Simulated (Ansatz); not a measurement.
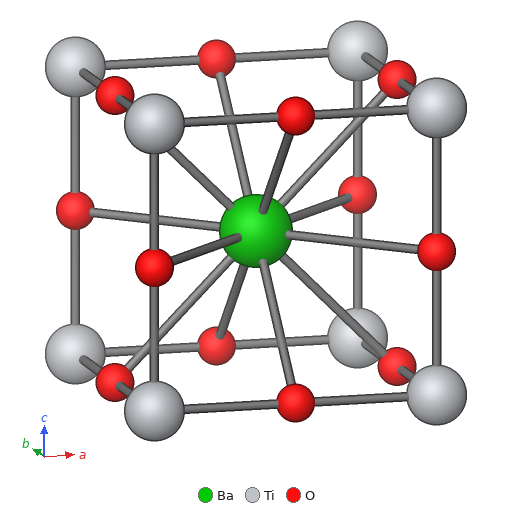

System: BaTiO₃, space group Pm-3m (No. 221). The picture shows the conventional cell.

Starting cell:
```
CELL_PARAMETERS angstrom
3.99400 0.00000 0.00000
0.00000 3.99400 0.00000
0.00000 0.00000 3.99400
ATOMIC_POSITIONS crystal
Ba 0.50000 0.50000 0.50000
Ti 0.00000 0.00000 0.00000
O 0.50000 0.00000 0.00000
O 0.00000 0.50000 0.00000
O 0.00000 0.00000 0.50000
```

One of the inputs:
```
crystal:
  lattice:
    - [3.9154147499, 0.0, 0.0]
    - [0.0, 3.9154147499, 0.0]
    - [0.0, 0.0, 3.9154147499]
  atoms:
    - { symbol: Ba, position: [0.5, 0.5, 0.5] }
    - { symbol: Ti, position: [0.0, 0.0, 0.0] }
    - { symbol: O, position: [0.5, 0.0, 0.0] }
    - { symbol: O, position: [0.0, 0.5, 0.0] }
    - { symbol: O, position: [0.0, 0.0, 0.5] }
basis:
  ecutwfc: 500
kpoints:
  mp_grid: { grid: [8, 8, 8] }
hamiltonian:
  xc: r2scan
scf:
  occupations: { method: gaussian, width: 0.02 }
output:
  forces: true
  stress: true
  eigenvalues: true
relax:
  adjacent_minimum: "off"
  f_tol: 0.008
  max_steps: 50
  cell: { stress_tol: 0.08, p_target: 12.0 }
```

Command:
```bash
ansatz run input.yaml --threads 1 --pin off --max-ram 2560MiB --backend cpu --events-out ev --progress --plain --runs-dir out
```

Method: volume, enthalpy and cell of a crystal along a series of hydrostatic pressures at zero temperature, keeping its symmetry; changes are against the given cell; the k mesh follows the cell and the gap; plane waves with PAW datasets, Γ-centred k mesh (Ansatz 0.2.0). Level: r2SCAN, no spin polarisation.

- wave cutoff: 500 eV
- occupations: Gaussian
- k mesh at zero pressure: 8×8×8
- smearing width at zero pressure: 0.02 eV

Predict the volume change and band gap against applied pressure. The applied pressure takes the values −1, 0, 1, 4, 12, 25, 50, 90 GPa.

The volume change falls from 0.52 % at applied pressure −1 GPa to −23.88 % at 90 GPa. The band gap stays open and runs from 2.160 eV at applied pressure −1 GPa to 2.409 eV at 90 GPa, with its largest value, 2.437 eV, at 50 GPa.

| applied pressure (GPa) | volume change (%) | band gap (eV) |
| --- | --- | --- |
| −1 | 0.52 | 2.160 |
| 0 | 0.00 | 2.173 |
| 1 | −0.50 | 2.186 |
| 4 | −2.11 | 2.227 |
| 12 | −5.64 | 2.318 |
| 25 | −10.29 | 2.402 |
| 50 | −16.80 | 2.437 |
| 90 | −23.88 | 2.409 |

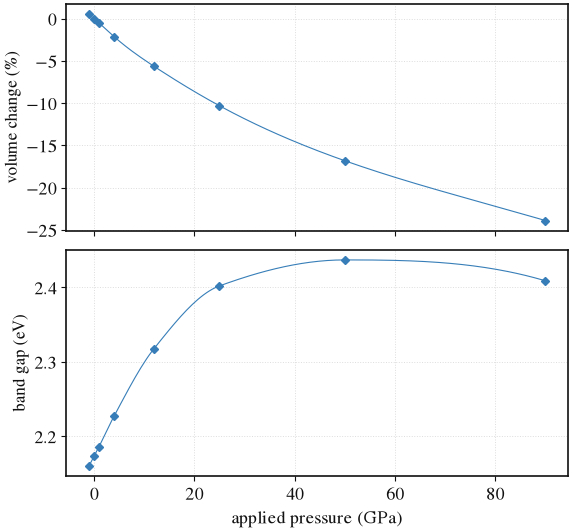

Keep in mind: far from the equilibrium volume.
